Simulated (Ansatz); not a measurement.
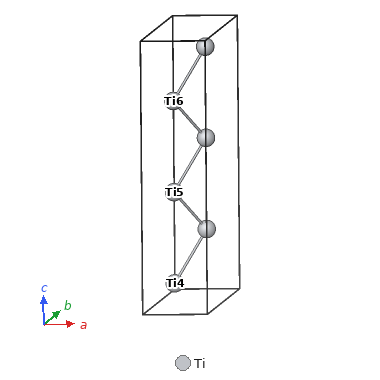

Four computed energy maps of cells of Ti. The picture above is the structure of the first map.

Map 1

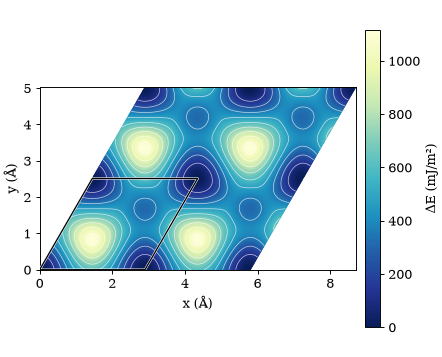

Ti (P6_3/mmc, No. 194; 6 atoms in the cell). Gamma surface: rigid slide across a plane, one fault a cell; the plane is (0 0 1) of the conventional cell. Places are given modulo a cell vector. The map is drawn in real space over the plane of the slide. Nothing is relaxed (rigid halves, spacing across the cut fixed). Grid: 6 × 6 points; 10 points were computed and 26 follow by symmetry. Energies are in mJ/m², from the lowest grid point. The calculation used Ansatz, DFT PBEsol, scalar-relativistic, plane waves, PAW. Settings: cutoff 520 eV, k-mesh 17×17×4 in the order of the run's cell vectors, gaussian smearing 0.15 eV, no spin polarisation.

In the figure: a smooth colour map with a few white contour lines, the outline of one cell of the 2 × 2 shown. Between grid points the surface is interpolated.

Map 2

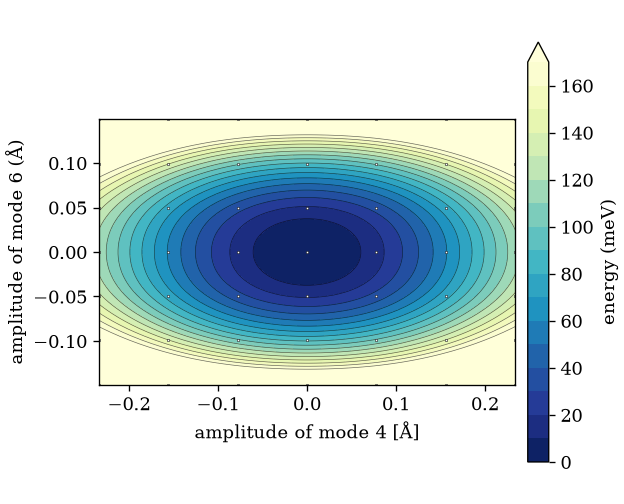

Ti (P6_3/mmc, No. 194; 2 atoms in the cell). The energy is mapped over two normal modes frozen in (zone-centre modes of the 2-atom cell of this scan). First axis: amplitude of mode 4 (125 cm⁻¹), largest displacement. Second axis: amplitude of mode 6 (195 cm⁻¹), largest displacement. Nothing is relaxed (the cell and all other modes fixed). Grid: 7 × 7 points; 16 points were computed and 33 follow by symmetry. Points are written as (first, second). Energies: meV per cell, counted from the lowest grid point. Theory: DFT PBEsol, scalar-relativistic, plane waves, PAW in Ansatz. Settings: cutoff 520 eV, k-mesh 18×18×10 in the order of the run's cell vectors, gaussian smearing 0.15 eV, no spin polarisation.

The picture shows filled contours, dots at the grid points, one colour for all values above the top of the scale. Between grid points the surface is interpolated.

Map 3

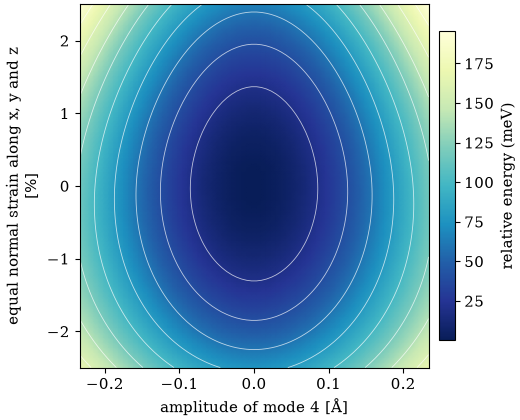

Ti (P6_3/mmc, No. 194; 2 atoms in the cell). The energy is mapped over a normal mode and a strain (zone-centre modes of the 2-atom cell of this scan) (x along [1 0 0], y along [1 2 0], z along [0 0 1] of the conventional cell). The first coordinate is: amplitude of mode 4 (125 cm⁻¹), largest displacement in the unstrained cell; the second: equal normal strain along x, y and z. Nothing is relaxed (the pattern is fixed in fractional coordinates). Grid: 5 × 5 points; 15 points were computed and 10 follow by symmetry. Points are written as (first, second). Energies: meV per cell, counted from the lowest grid point. These are results of Ansatz 0.2.0, DFT PBEsol, scalar-relativistic, plane waves, PAW, not measurements. Settings: cutoff 520 eV, k-mesh 18×18×10 in the order of the run's cell vectors, gaussian smearing 0.15 eV, no spin polarisation.

In the figure: a smooth colour map with a few white contour lines. Between grid points the surface is interpolated.

Map 4

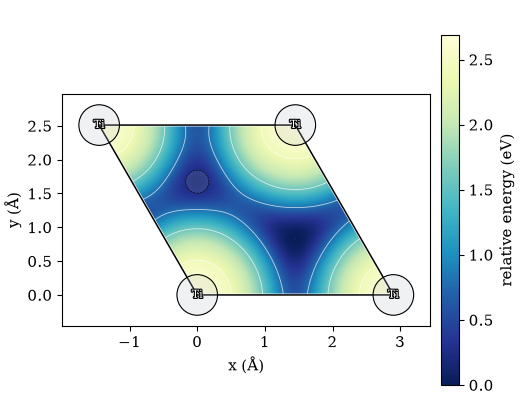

O on a Ti(001) slab cut from the P6_3/mmc phase, its upper half relaxed before the scan (4 atoms of substrate and one adsorbate in a 1 × 1 cell). O is moved over the surface cell; relaxed at each place: the height of the adsorbate's atoms; substrate rigid; the origin of the map has the adsorbate above Ti4. Places are given modulo a cell vector. The map is drawn in real space over the plane of the surface. Grid: 6 × 6 points; 10 points were computed and 26 follow by symmetry. Energies are in eV, from the lowest grid point. With one adsorbate in each 1 × 1 cell, its nearest image is 2.9 Å away, so neighbouring adsorbates interact. The runs have no spin polarisation; a magnetic state may lie lower. Computed with DFT PBEsol, scalar-relativistic, plane waves, PAW (Ansatz 0.2.0). Settings: cutoff 420 eV, k-mesh 9×9×1, gaussian smearing 0.1 eV, no spin polarisation.

In the figure: a smooth colour map with a few white contour lines, labelled circles for the atoms of the top layer and small ones for the second layer, the outline of one cell of the plane. Between grid points the surface is interpolated.

### Summarise the maps one by one.

Map 1: The lowest grid point is at (0/6, 0/6) of the cell vectors. A higher local minimum lies near (4/6, 4/6) of the cell vectors (309 mJ/m² above the lowest at that grid point). These are metastable stacking faults of the rigid slide. The highest grid point, (2/6, 2/6) of the cell vectors, lies 1116 mJ/m² above the lowest. On the interpolated surface the easiest way out of the lowest well to the well at (4/6, 4/6) of the cell vectors passes a barrier of about 400 mJ/m².
Map 2: The lowest grid point is at (0.000 Å, 0.000 Å). No other kind of well shows on this grid. The highest grid point, (−0.234 Å, −0.149 Å), lies 323 meV above the lowest.
Map 3: The lowest grid point is at (0.000 Å, 0.00 %). It is the only kind of minimum in the scanned range. The highest grid point, (−0.234 Å, 2.50 %), lies 195 meV above the lowest.
Map 4: The lowest grid point is at a threefold hollow, (4/6, 2/6) of the cell vectors. A higher local minimum lies near a threefold hollow over a second-layer Ti atom, (2/6, 4/6) of the cell vectors (0.18 eV above the lowest at that grid point). The highest grid point, the top site over a surface Ti atom, (0/6, 0/6) of the cell vectors, lies 2.69 eV above the lowest. On the interpolated surface the easiest way out of the lowest well to the well at a threefold hollow over a second-layer Ti atom, (2/6, 4/6) of the cell vectors passes a barrier of about 0.62 eV. At the lowest point the adsorbate has 3 Ti at 1.91 Å as nearest neighbours, at the highest 1 Ti at 1.60 Å. Its relaxed height above the top atom is 0.91 Å at the lowest and 1.60 Å at the highest point.

### Maps 1, 2, 3 start from a relaxed reference structure. Do they show a way to lower its energy?

No. In each of them the reference is the lowest point, within the accuracy of the grid, so it is stable against the distortions scanned (other distortions weren't tried).

PAW datasets: the set soft_1.
